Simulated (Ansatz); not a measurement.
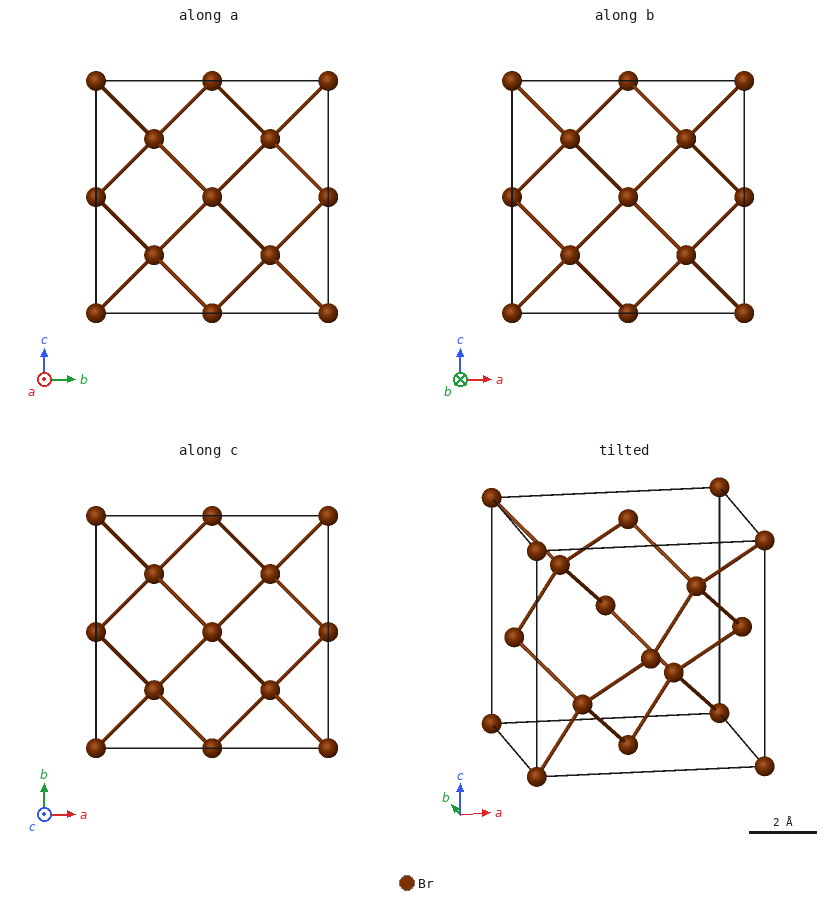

Ball-and-stick representation of a periodic structure, projected along the a axis, along the b axis, along the c axis and slightly off an axis. The conventional unit cell is drawn as a box.

Lattice parameters: a = 7.003 Å, b = 7.003 Å, c = 7.003 Å, α = 90.00°, β = 90.00°, γ = 90.00°. Put a along x and b in the xy plane.

**Express the structure as a POSCAR file.**

```
Br
1.0
     7.003    0.000    0.000
     0.000    7.003    0.000
     0.000    0.000    7.003
Br
8
Direct
  0.0000 0.0000 0.0000
  0.2500 0.7500 0.7500
  0.0000 0.5000 0.5000
  0.2500 0.2500 0.2500
  0.5000 0.0000 0.5000
  0.7500 0.7500 0.2500
  0.5000 0.5000 0.0000
  0.7500 0.2500 0.7500
```

Origin of the cell: a structure type filled with this element by a generator (whether the element takes this form wasn't checked). Earlier steps of the study may have refined or changed the cell and positions. It was run through Ansatz as a DFT input.
